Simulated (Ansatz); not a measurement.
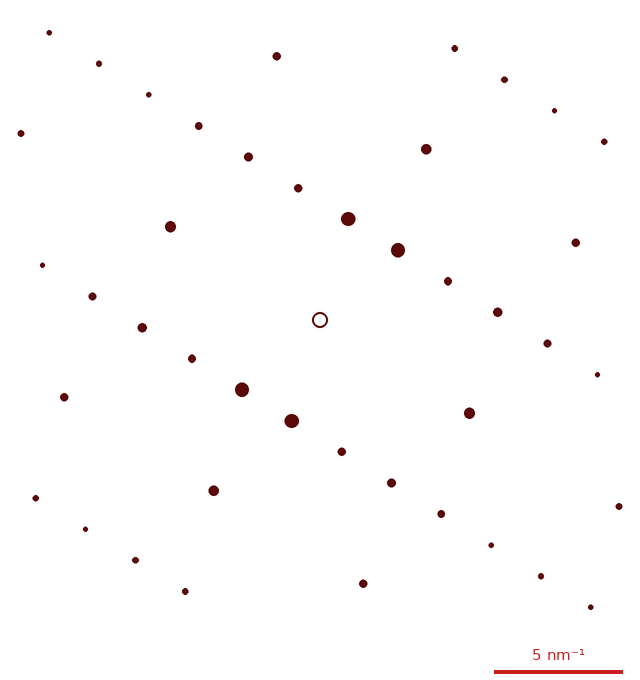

The pattern is a kinematic simulation for 120 kV electrons (no multiple scattering; isotropic B = 0.3 Å²).

It belongs to Li, space group P6/mmm (No. 191), a = 5.000 Å, c = 2.934 Å (hexagonal axes). Structure: coordinates from a relaxation with DFT, revPBE, plane waves (420 eV) with PAW, scalar-relativistic (Ansatz); the starting structure was generated, so it need not be a known form of this composition.

```
Li
1.0
     5.00033    0.00000    0.00000
    -2.50016    4.33041    0.00000
     0.00000    0.00000    2.93363
Li
3
Direct
  0.00000 0.00000 0.00000
  0.33333 0.66667 0.50000
  0.66667 0.33333 0.50000
```

**Which low-index zone axis gives this pattern?**

The spots form a centred rectangular net whose two shortest vectors correspond to d = 4.33 Å and 2.43 Å, 73.7° apart. They index as 0 1 0 (itself too weak to see) and 1 0 -1, so the zone axis is ±[101] (or an equivalent direction of <101>).

**List the strongest reflections.**

Strongest reflections with d > 0.85 Å, one of each family (|F|² from tabulated Gaussian fits of the electron scattering factors, times a small damping for the curvature of the Ewald sphere):

```
    hkl  d (Å)  I (strongest = 100)
 1 0 -1  2.429                  100
  0 3 0  1.443                   42
2 -1 -2  1.265                   28
 1 2 -1  1.429                   18
 2 2 -2  0.951                   11
 1 1 -1  1.903                   11
```
